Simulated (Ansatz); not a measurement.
# Ni: what the fields show

```yaml
crystal:
  lattice:
    - [0.00000, 0.00000, 2.80030]
    - [-2.80030, 2.80030, 0.00000]
    - [-2.80030, -2.80030, 0.00000]
  atoms:
    - { symbol: Ni, position: [0.00000, 0.28055, 0.75000] }
    - { symbol: Ni, position: [0.50000, 0.78055, 0.75000] }
    - { symbol: Ni, position: [0.00000, 0.71945, 0.25000] }
    - { symbol: Ni, position: [0.50000, 0.21945, 0.25000] }
```

Space group Cmcm; a point of a scan over the structure, not its minimum; a structure from a database of computed crystals, not necessarily the ambient phase; the SCF solution may not be the lowest one; PAW files of the earlier set (soft_1); spin-polarised.

Computed with DFT PBE, scalar-relativistic, plane waves, PAW in Ansatz.

In a PAW calculation such maps are meaningful between the atoms, not at the nuclei.

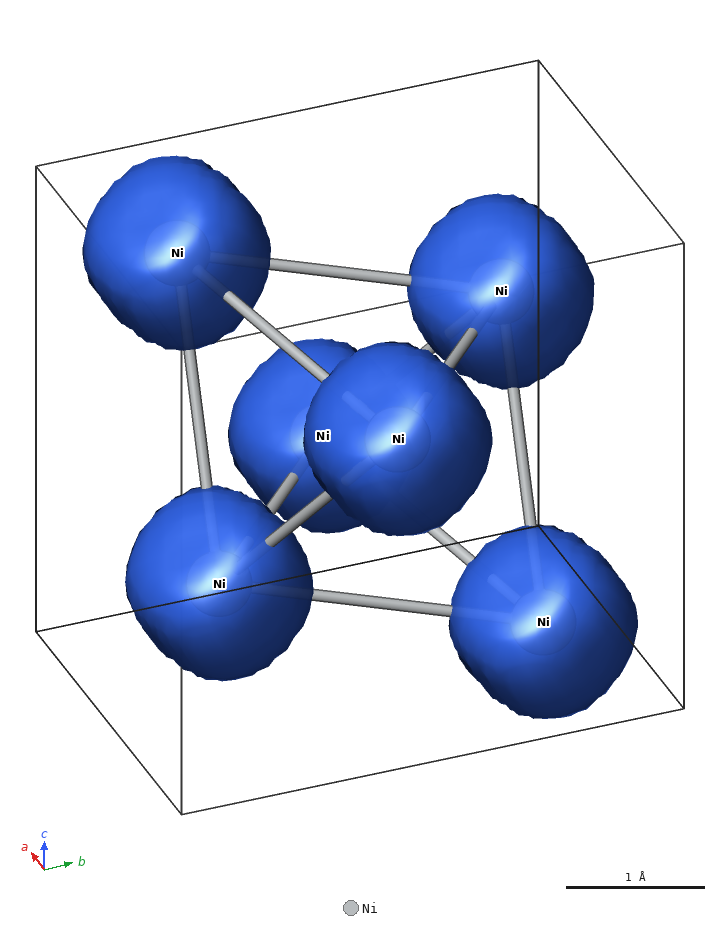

Figure 1. Isosurface of the spin density (up minus down) at +0.1 e/Å³ (blue), seen at an oblique angle. Sticks mark near contacts.

Q: Where is the spin, and how is it ordered?

A: The spin density sits on Ni: +0.6 μB (×4) in one cell of 4 atoms: parallel main moments (a ferromagnetic arrangement) in this solution. The cell of the calculation (2 atoms) carries 1.2 μB of net spin moment.

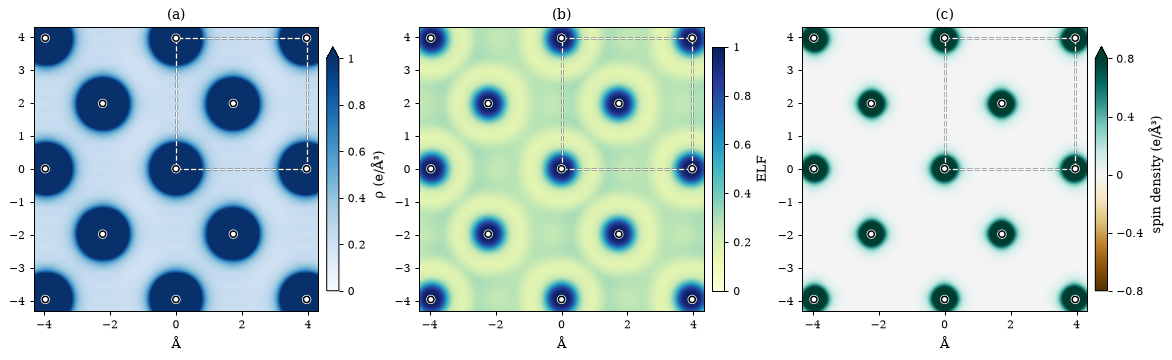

Figure 2. (a) valence electron density; (b) electron localisation function; (c) spin density (up minus down) on the (100) plane of the conventional cell. Circles mark the nuclei in the plane (Ni).

Q: Describe what can be read from this map.

A: Atoms in the plane: Ni. Ni–Ni (2.63 Å): ρ at the midpoint is about 0.27 e/Å³; the ELF is about 0.25 at the midpoint; no localised pair shows between them. Between the atoms the lowest density in this plane is 0.2 e/Å³. The features right at Ni lie inside the PAW spheres, where the map follows smoothed inner orbitals and isn't to be read closely.
